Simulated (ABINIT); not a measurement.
**Run report: MgS, dielectric calculation (part 2 of 2)**

The same run, continued: MgS (Fm-3m, 2 atoms in the cell); Kohn-Sham DFT of a periodic cell, PBE, PseudoDojo NC SR PBE v0.4.1 standard, no spin polarisation (ABINIT 10.8.3); cutoff 1088.46 eV, 4×4×4 k-mesh, fixed occupations. The structure derives from an entry of the Crystallography Open Database.

Geometry of the input (Å; fractional positions):
```
0.0000  2.6016  2.6016
2.6016  0.0000  2.6016
2.6016  2.6016  0.0000
S  0.5000  0.5000  0.5000
Mg 0.0000  0.0000  0.0000
```

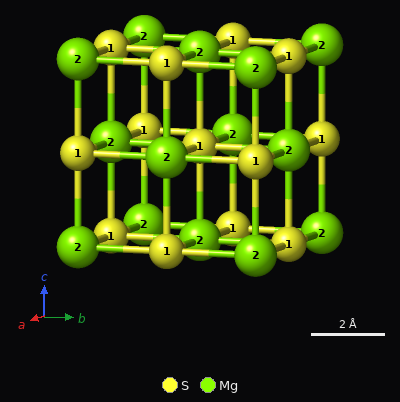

The structure (ball-and-stick view of the cell 4 times as large as that of the calculation, set on its symmetry axes, seen slightly off an axis; atoms are numbered from 1 in the order of the input). An atom can appear more than once, as a periodic image.

Output, continued:
```
================================================================================
== DATASET  2 ==================================================================

--- !DatasetInfo
iteration_state: {dtset: 2, }
dimensions: {natom: 2, nkpt: 128, mband: 8, nsppol: 1, nspinor: 1, nspden: 1, mpw: 2883, }
cutoff_energies: {ecut:  40.0, pawecutdg:  -1.0, }
electrons: {nelect:   1.60000000E+01, charge:   0.00000000E+00, occopt:   1.00000000E+00, tsmear:   1.00000000E-02, }
meta: {optdriver: 1, rfelfd: 2, }
...

 mkfilename : getwfk/=0, take file _WFK from output of DATASET   1.

 Exchange-correlation functional for the present dataset will be:
  GGA: Perdew-Burke-Ernzerhof functional - ixc=11
  J.P.Perdew, K.Burke, M.Ernzerhof, PRL 77, 3865 (1996)

 Real(R)+Recip(G) space primitive vectors, cartesian coordinates (Bohr,Bohr^-1):
 R(1)=  0.0000000  4.9164060  4.9164060  G(1)= -0.1017003  0.1017003  0.1017003
 R(2)=  4.9164060  0.0000000  4.9164060  G(2)=  0.1017003 -0.1017003  0.1017003
 R(3)=  4.9164060  4.9164060  0.0000000  G(3)=  0.1017003  0.1017003 -0.1017003
 Unit cell volume ucvol=  2.3766937E+02 bohr^3
 Angles (23,13,12)=  6.00000000E+01  6.00000000E+01  6.00000000E+01 degrees
 setup1 : take into account q-point for computing boxcut.

 getcut: wavevector=  0.0000  0.0000  0.0000  ngfft=  40  40  40
         ecut(hartree)=     40.000   => boxcut(ratio)=   2.02070
--------------------------------------------------------------------------------

 ==>  initialize data related to q vector <==

 The list of irreducible perturbations for this q vector is:
    1)    idir= 1    ipert=   3
    2)    idir= 2    ipert=   3
    3)    idir= 3    ipert=   3

================================================================================

--------------------------------------------------------------------------------
 Perturbation wavevector (in red.coord.)   0.000000  0.000000  0.000000
 Perturbation : derivative vs k along direction   1
 The set of symmetries contains only one element for this perturbation.
 symkpt : not enough symmetry to change the number of k points.

--------------------------------------------------------------------------------

--------------------------------------------------------------------------------

 Initialisation of the first-order wave-functions :
  ireadwf=   0

--- !BeginCycle
iteration_state: {dtset: 2, }
solver: {iscf: -3, nstep: 80, nline: 4, wfoptalg: 0, }
tolerances: {tolwfr: 1.00E-18, }
...

     iter   2DEtotal(Ha)        deltaE(Ha) residm    vres2
-ETOT  1  -21.860537050199     -2.186E+01 1.510E-01 0.000E+00
 ETOT  2  -21.877373133409     -1.684E-02 2.975E-04 0.000E+00
 ETOT  3  -21.877407941172     -3.481E-05 1.110E-06 0.000E+00
 ETOT  4  -21.877408053227     -1.121E-07 5.246E-09 0.000E+00
 ETOT  5  -21.877408053646     -4.195E-10 3.104E-11 0.000E+00
 ETOT  6  -21.877408053648     -1.762E-12 1.916E-13 0.000E+00
 ETOT  7  -21.877408053648     -4.619E-14 1.191E-15 0.000E+00
 ETOT  8  -21.877408053648      3.553E-15 8.183E-18 0.000E+00
 ETOT  9  -21.877408053648      3.553E-15 9.895E-19 0.000E+00

 At SCF step    9   max residual=  9.90E-19 < tolwfr=  1.00E-18 =>converged.
================================================================================

 ----iterations are completed or convergence reached----

 Mean square residual over all n,k,spin=   48.061E-20; max=  98.952E-20
 dfpt_looppert : ek2=    3.9199046518E+01
          f-sum rule ratio=    1.0004799506E+00
 Expectation of eigenvalue derivatives (hartree) for nkpt= 128  k points:
  (in case of degenerate eigenvalues, averaged derivative)
 kpt#   1, nband=  8, wtk=  0.00781, kpt= -0.1250 -0.2500  0.0000 (reduced coord)
  -0.00001   -0.00009    0.00013    0.00018   -0.02717   -0.08143    0.10770    0.15924
 prteigrs : prtvol=0 or 1, do not print more k-points.

 2DEtotal=   -0.2187740805E+02 Ha. Also 2DEtotal=   -0.595314600609E+03 eV
    (  non-var. 2DEtotal :   -2.1877408052E+01 Ha)

--------------------------------------------------------------------------------
 Perturbation wavevector (in red.coord.)   0.000000  0.000000  0.000000
 Perturbation : derivative vs k along direction   2
 The set of symmetries contains only one element for this perturbation.
 symkpt : not enough symmetry to change the number of k points.

--------------------------------------------------------------------------------

--------------------------------------------------------------------------------

 Initialisation of the first-order wave-functions :
  ireadwf=   0

--- !BeginCycle
iteration_state: {dtset: 2, }
solver: {iscf: -3, nstep: 80, nline: 4, wfoptalg: 0, }
tolerances: {tolwfr: 1.00E-18, }
...

     iter   2DEtotal(Ha)        deltaE(Ha) residm    vres2
-ETOT  1  -21.860537049922     -2.186E+01 1.510E-01 0.000E+00
 ETOT  2  -21.877373133132     -1.684E-02 2.975E-04 0.000E+00
 ETOT  3  -21.877407940894     -3.481E-05 1.110E-06 0.000E+00
 ETOT  4  -21.877408052949     -1.121E-07 5.246E-09 0.000E+00
 ETOT  5  -21.877408053369     -4.195E-10 3.104E-11 0.000E+00
 ETOT  6  -21.877408053370     -1.762E-12 1.916E-13 0.000E+00
 ETOT  7  -21.877408053370     -4.263E-14 1.191E-15 0.000E+00
 ETOT  8  -21.877408053370      1.776E-14 8.183E-18 0.000E+00
 ETOT  9  -21.877408053370      1.066E-14 9.895E-19 0.000E+00

 At SCF step    9   max residual=  9.90E-19 < tolwfr=  1.00E-18 =>converged.
================================================================================

 ----iterations are completed or convergence reached----

 Mean square residual over all n,k,spin=   48.003E-20; max=  98.952E-20
 dfpt_looppert : ek2=    3.9199046518E+01
          f-sum rule ratio=    1.0004799505E+00
 Expectation of eigenvalue derivatives (hartree) for nkpt= 128  k points:
  (in case of degenerate eigenvalues, averaged derivative)
 kpt#   1, nband=  8, wtk=  0.00781, kpt= -0.1250 -0.2500  0.0000 (reduced coord)
  -0.00003    0.00064    0.00011    0.00009   -0.12660    0.44986    0.07408    0.08674
 prteigrs : prtvol=0 or 1, do not print more k-points.

 2DEtotal=   -0.2187740805E+02 Ha. Also 2DEtotal=   -0.595314600601E+03 eV
    (  non-var. 2DEtotal :   -2.1877408052E+01 Ha)

--------------------------------------------------------------------------------
 Perturbation wavevector (in red.coord.)   0.000000  0.000000  0.000000
 Perturbation : derivative vs k along direction   3
 The set of symmetries contains only one element for this perturbation.
 symkpt : not enough symmetry to change the number of k points.

--------------------------------------------------------------------------------

--------------------------------------------------------------------------------

 Initialisation of the first-order wave-functions :
  ireadwf=   0

--- !BeginCycle
iteration_state: {dtset: 2, }
solver: {iscf: -3, nstep: 80, nline: 4, wfoptalg: 0, }
tolerances: {tolwfr: 1.00E-18, }
...

     iter   2DEtotal(Ha)        deltaE(Ha) residm    vres2
-ETOT  1  -21.860537049645     -2.186E+01 1.510E-01 0.000E+00
 ETOT  2  -21.877373132855     -1.684E-02 2.975E-04 0.000E+00
 ETOT  3  -21.877407940617     -3.481E-05 1.110E-06 0.000E+00
 ETOT  4  -21.877408052672     -1.121E-07 5.246E-09 0.000E+00
 ETOT  5  -21.877408053091     -4.194E-10 3.104E-11 0.000E+00
 ETOT  6  -21.877408053093     -1.780E-12 1.916E-13 0.000E+00
 ETOT  7  -21.877408053093     -2.842E-14 1.191E-15 0.000E+00
 ETOT  8  -21.877408053093      1.066E-14 8.183E-18 0.000E+00
 ETOT  9  -21.877408053093      1.421E-14 9.895E-19 0.000E+00

 At SCF step    9   max residual=  9.90E-19 < tolwfr=  1.00E-18 =>converged.
================================================================================

 ----iterations are completed or convergence reached----

 Mean square residual over all n,k,spin=   48.092E-20; max=  98.952E-20
 dfpt_looppert : ek2=    3.9199046518E+01
          f-sum rule ratio=    1.0004799505E+00
 Expectation of eigenvalue derivatives (hartree) for nkpt= 128  k points:
  (in case of degenerate eigenvalues, averaged derivative)
 kpt#   1, nband=  8, wtk=  0.00781, kpt= -0.1250 -0.2500  0.0000 (reduced coord)
   0.00002   -0.00028   -0.00012   -0.00013    0.07689   -0.18421   -0.09089   -0.12299
 prteigrs : prtvol=0 or 1, do not print more k-points.

 2DEtotal=   -0.2187740805E+02 Ha. Also 2DEtotal=   -0.595314600594E+03 eV
    (  non-var. 2DEtotal :   -2.1877408052E+01 Ha)
================================================================================

 ---- first-order wavefunction calculations are completed ----

 Total localisation tensor (bohr^2) in cartesian coordinates
  WARNING : still subject to testing - especially symmetries.
      direction              matrix element
   alpha     beta       real part   imaginary part
     1        1       1.2468029731    0.0000000000
     1        2       0.6234014865    0.0000000000
     1        3       0.6234014865    0.0000000000
     2        1       0.6234014865    0.0000000000
     2        2       1.2468029731   -0.0000000000
     2        3       0.6234014866   -0.0000000000
     3        1       0.6234014865    0.0000000000
     3        2       0.6234014866   -0.0000000000
     3        3       1.2468029731   -0.0000000000

 respfn : d/dk was computed, but no 2DTE, so no DDB output.

================================================================================
== DATASET  3 ==================================================================

--- !DatasetInfo
iteration_state: {dtset: 3, }
dimensions: {natom: 2, nkpt: 128, mband: 8, nsppol: 1, nspinor: 1, nspden: 1, mpw: 2883, }
cutoff_energies: {ecut:  40.0, pawecutdg:  -1.0, }
electrons: {nelect:   1.60000000E+01, charge:   0.00000000E+00, occopt:   1.00000000E+00, tsmear:   1.00000000E-02, }
meta: {optdriver: 1, rfelfd: 3, }
...

 mkfilename : getwfk/=0, take file _WFK from output of DATASET   1.

 mkfilename : getddk/=0, take file _1WF from output of DATASET   2.

 Exchange-correlation functional for the present dataset will be:
  GGA: Perdew-Burke-Ernzerhof functional - ixc=11
  J.P.Perdew, K.Burke, M.Ernzerhof, PRL 77, 3865 (1996)

 Real(R)+Recip(G) space primitive vectors, cartesian coordinates (Bohr,Bohr^-1):
 R(1)=  0.0000000  4.9164060  4.9164060  G(1)= -0.1017003  0.1017003  0.1017003
 R(2)=  4.9164060  0.0000000  4.9164060  G(2)=  0.1017003 -0.1017003  0.1017003
 R(3)=  4.9164060  4.9164060  0.0000000  G(3)=  0.1017003  0.1017003 -0.1017003
 Unit cell volume ucvol=  2.3766937E+02 bohr^3
 Angles (23,13,12)=  6.00000000E+01  6.00000000E+01  6.00000000E+01 degrees
 setup1 : take into account q-point for computing boxcut.

 getcut: wavevector=  0.0000  0.0000  0.0000  ngfft=  40  40  40
         ecut(hartree)=     40.000   => boxcut(ratio)=   2.02070
--------------------------------------------------------------------------------

 ==>  initialize data related to q vector <==

 The list of irreducible perturbations for this q vector is:
    1)    idir= 1    ipert=   4

================================================================================

 The perturbation idir=   2  ipert=   4 is
 symmetric of a previously calculated perturbation.
 So, its SCF calculation is not needed.

 The perturbation idir=   3  ipert=   4 is
 symmetric of a previously calculated perturbation.
 So, its SCF calculation is not needed.

--------------------------------------------------------------------------------
 Perturbation wavevector (in red.coord.)   0.000000  0.000000  0.000000
 Perturbation : homogeneous electric field along direction   1
 The set of symmetries contains only one element for this perturbation.
 symkpt : not enough symmetry to change the number of k points.

--------------------------------------------------------------------------------

--------------------------------------------------------------------------------

 Initialisation of the first-order wave-functions :
  ireadwf=   0

--- !BeginCycle
iteration_state: {dtset: 3, }
solver: {iscf: 7, nstep: 80, nline: 4, wfoptalg: 0, }
tolerances: {tolvrs: 1.00E-10, }
...

     iter   2DEtotal(Ha)        deltaE(Ha) residm    vres2
-ETOT  1  -92.505952670440     -9.251E+01 2.587E+00 4.486E+04
 ETOT  2  -101.88253238373     -9.377E+00 7.870E-02 4.633E+03
 ETOT  3  -103.27094941550     -1.388E+00 7.728E-03 3.938E+01
 ETOT  4  -103.28168738655     -1.074E-02 8.003E-05 2.757E-01
 ETOT  5  -103.28172141910     -3.403E-05 1.718E-07 1.099E-02
 ETOT  6  -103.28172358673     -2.168E-06 1.001E-08 4.959E-05
 ETOT  7  -103.28172359875     -1.202E-08 4.811E-11 1.012E-06
 ETOT  8  -103.28172359896     -2.086E-10 7.058E-13 1.236E-08
 ETOT  9  -103.28172359896     -2.260E-12 1.623E-14 4.856E-10
 ETOT 10  -103.28172359896     -6.963E-13 4.430E-16 5.686E-12

 At SCF step   10       vres2   =  5.69E-12 < tolvrs=  1.00E-10 =>converged.
-open ddk wf file :runo_DS2_1WF7
-open ddk wf file :runo_DS2_1WF8
-open ddk wf file :runo_DS2_1WF9
================================================================================

 ----iterations are completed or convergence reached----

 Mean square residual over all n,k,spin=   77.450E-18; max=  44.304E-17

 2DEtotal=   -0.1032817236E+03 Ha. Also 2DEtotal=   -0.281043887300E+04 eV
    (  non-var. 2DEtotal :   -1.0328172369E+02 Ha)
================================================================================

 ---- first-order wavefunction calculations are completed ----

 ==> Compute Derivative Database <==
 The violation of the charge neutrality conditions
 by the effective charges is as follows :
    atom        electric field
 displacement     direction
       1               1       -0.006978        0.000000
       1               2        0.000000        0.000000
       1               3       -0.000000        0.000000
       2               1        0.000000        0.000000
       2               2       -0.006978        0.000000
       2               3        0.000000        0.000000
       3               1       -0.000000        0.000000
       3               2       -0.000000        0.000000
       3               3       -0.006978        0.000000

 Effective charge tensors after
 imposition of the charge neutrality (if requested by user),
 and eventual restriction to some part :
   atom    displacement
         1         1   -2.340256E+00   -1.148712E-15   -1.141572E-15
         1         2    1.835553E-16   -2.340256E+00    1.155853E-15
         1         3   -1.835553E-16    1.148712E-15   -2.340256E+00
         2         1    2.340256E+00    1.148712E-15    1.141572E-15
         2         2   -1.835553E-16    2.340256E+00   -1.155853E-15
         2         3    1.835553E-16   -1.148712E-15    2.340256E+00
 Now, the imaginary part of the dynamical matrix is zeroed

  Dielectric tensor, in cartesian coordinates,
     j1       j2             matrix element
  dir pert dir pert     real part    imaginary part

   1    4   1    4         5.4579439938        -0.0000000000

   2    4   2    4         5.4579439938        -0.0000000000

   3    4   3    4         5.4579439938        -0.0000000000

  Effective charges, in cartesian coordinates,
  (from electric field response)
   if specified in the inputs, charge neutrality has been imposed
     j1       j2             matrix element
  dir pert dir pert     real part    imaginary part

   1    1   1    4        -2.3402555678         0.0000000000
   1    2   1    4         2.3402555678         0.0000000000

   2    1   2    4        -2.3402555678         0.0000000000
   2    2   2    4         2.3402555678         0.0000000000

   3    1   3    4        -2.3402555678         0.0000000000
   3    2   3    4         2.3402555678         0.0000000000

== END DATASET(S) ==============================================================
================================================================================

 -outvars: echo values of variables after computation  --------
            acell      1.0000000000E+00  1.0000000000E+00  1.0000000000E+00 Bohr
           etotal1    -7.0538454591E+01
           etotal2    -2.1877408053E+01
           etotal3    -1.0328172360E+02
            fcart1    -0.0000000000E+00 -0.0000000000E+00 -0.0000000000E+00
                      -0.0000000000E+00 -0.0000000000E+00 -0.0000000000E+00
            fcart3     0.0000000000E+00  0.0000000000E+00  0.0000000000E+00
                       0.0000000000E+00  0.0000000000E+00  0.0000000000E+00
            rprim      0.0000000000E+00  4.9164059721E+00  4.9164059721E+00
                       4.9164059721E+00  0.0000000000E+00  4.9164059721E+00
                       4.9164059721E+00  4.9164059721E+00  0.0000000000E+00
           strten1    -3.7741726203E-05 -3.7741726203E-05 -3.7741726203E-05
                       0.0000000000E+00  0.0000000000E+00  0.0000000000E+00
           strten3     0.0000000000E+00  0.0000000000E+00  0.0000000000E+00
                       0.0000000000E+00  0.0000000000E+00  0.0000000000E+00
           xangst      2.6016499982E+00  2.6016499982E+00  2.6016499982E+00
                       0.0000000000E+00  0.0000000000E+00  0.0000000000E+00
             xred      5.0000000000E-01  5.0000000000E-01  5.0000000000E-01
                       0.0000000000E+00  0.0000000000E+00  0.0000000000E+00
 Calculation completed.
```

Results in brief:

```csv
quantity,value
outcome,converged
space group (tolerance 0.01 Å),Fm-3m (225)
electrons treated,16
free energy,−1919.4491 eV
Fermi energy,4.177 eV
pressure,1.11 GPa
largest force (length of the vector),under 0.001 eV/Å
"ε∞ (xx, yy, zz)","5.46, 5.46, 5.46"
Born charges (mean of the diagonal),S1 (−2.34 e); Mg2 (2.34 e)
wall time,57 s (CPU time 3.8 min)
peak memory,0.44 GiB
```

Notes:

The k-point mesh is coarse for a cell of this size, so the results may not be converged.
